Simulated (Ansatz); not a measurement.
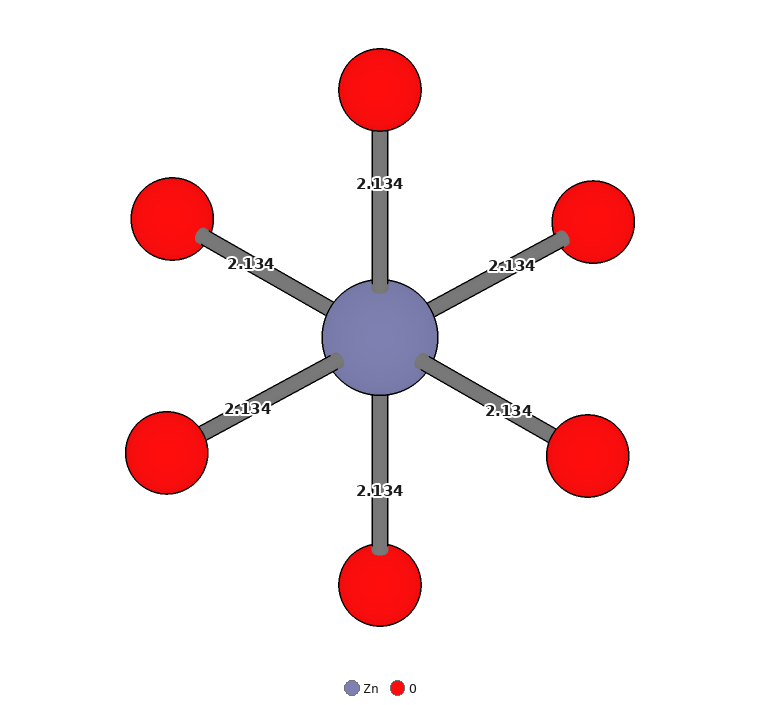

The surroundings of site Zn1 (at 0.000, 0.000, 0.000) in ZnO in space group Fm-3m, with bond lengths in Å.

Source of the atomic positions: coordinates from a relaxation with Ansatz, DFT, r2SCAN, plane waves, PAW; the starting structure was generated, so it need not be a known form of this composition.

```
CELL_PARAMETERS angstrom
4.26754 0.00000 0.00000
0.00000 4.26754 0.00000
0.00000 0.00000 4.26754
ATOMIC_POSITIONS crystal
Zn 0.00000 0.00000 0.00000
O 0.50000 0.00000 0.00000
Zn 0.00000 0.50000 0.50000
O 0.50000 0.50000 0.50000
Zn 0.50000 0.00000 0.50000
O 0.00000 0.00000 0.50000
Zn 0.50000 0.50000 0.00000
O 0.00000 0.50000 0.00000
```

Bond valence s = exp((R0 − d)/b), R0 fitted to published crystal structures with b = 0.37 Å; R0 in Å: Zn2+–O 1.689.

**Calculate the bond-valence sum of Zn1 from the bonds drawn.**

6 × 0.300 = 1.80 v.u., against a formal valence of 2: underbonded (bonds long for this ion) by 0.20.

**And over the whole structure?**

```csv
site,"x, y, z",formal valence,bond-valence sum,difference
Zn1,"0.000, 0.000, 0.000",+2,1.84,-0.16
O1,"0.500, 0.000, 0.000",−2,1.84,-0.16
```

These sums include all anions within 5 Å. The global instability index (root mean square of the differences over all atoms) is 0.16 v.u.: moderate strain, common in real structures.
